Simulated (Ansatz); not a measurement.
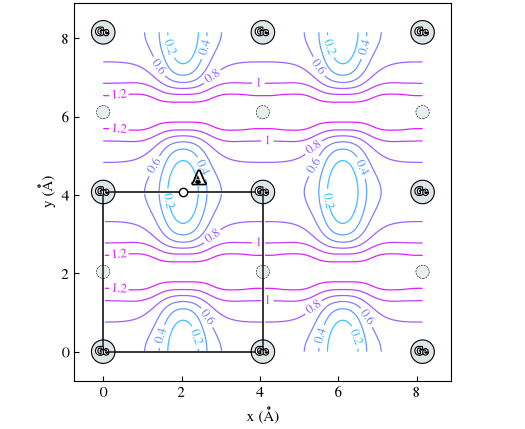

S on a Ge(100) slab cut from the Fd-3m phase, its upper half relaxed before the scan (4 atoms of substrate and one adsorbate in a 1 × 1 cell). 
- S is moved over the surface cell; relaxed at each place: the height of the adsorbate's atoms; substrate rigid; the origin of the map has the adsorbate above Ge4.
- Places are given modulo a cell vector. The map is drawn in real space over the plane of the surface.
- The grid has 8 × 8 points; 25 points were computed and 39 follow by symmetry.
- Energies: eV, counted from the lowest grid point.
- With one adsorbate in each 1 × 1 cell, its nearest image is 4.1 Å away, so neighbouring adsorbates interact.
- Theory: Ansatz, DFT PBE, scalar-relativistic, plane waves, PAW. Settings: cutoff 420 eV, k-mesh 7×7×1, gaussian smearing 0.1 eV, no spin polarisation.

In the figure: contour lines labelled in eV, labelled circles for the atoms of the top layer and small ones for the second layer, the outline of one cell of the 2 × 2 shown, the point A. Between grid points the surface is interpolated.

Find the lowest pass out of the well at A.

Answer. The easiest path leads from the well at a bridge site between two Ge atoms, (4/8, 0/8) of the cell vectors to its copy one period on. Its highest point lies about 0.68 eV above the bottom of the first well on the interpolated surface, at the top site over a surface Ge atom, (0/8, 0/8) of the cell vectors. This is the barrier on the constrained surface; relaxing the other coordinates would change it. Long-range motion along the hardest cell direction needs about 1.2 eV, so the motion is anisotropic.

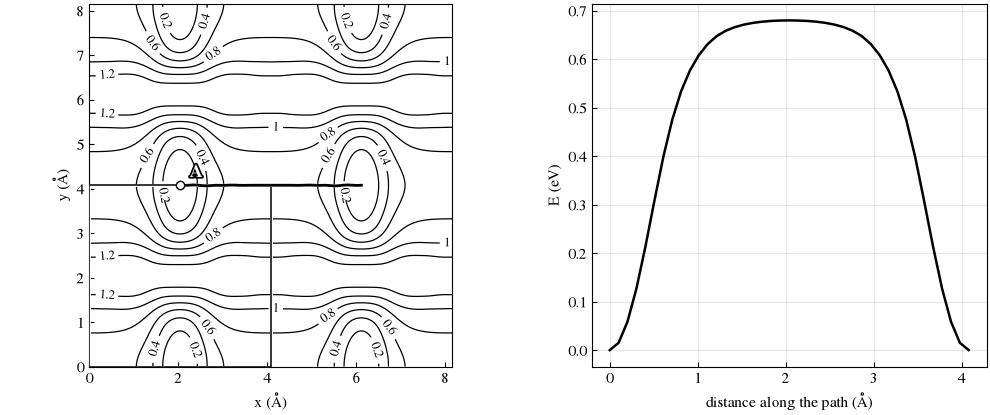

Drawn: contour lines labelled in eV, a line along the lowest path, the outline of one cell of the 2 × 2 shown, the energy along the path at the right. Between grid points the surface is interpolated.

PAW datasets: the set soft_1.
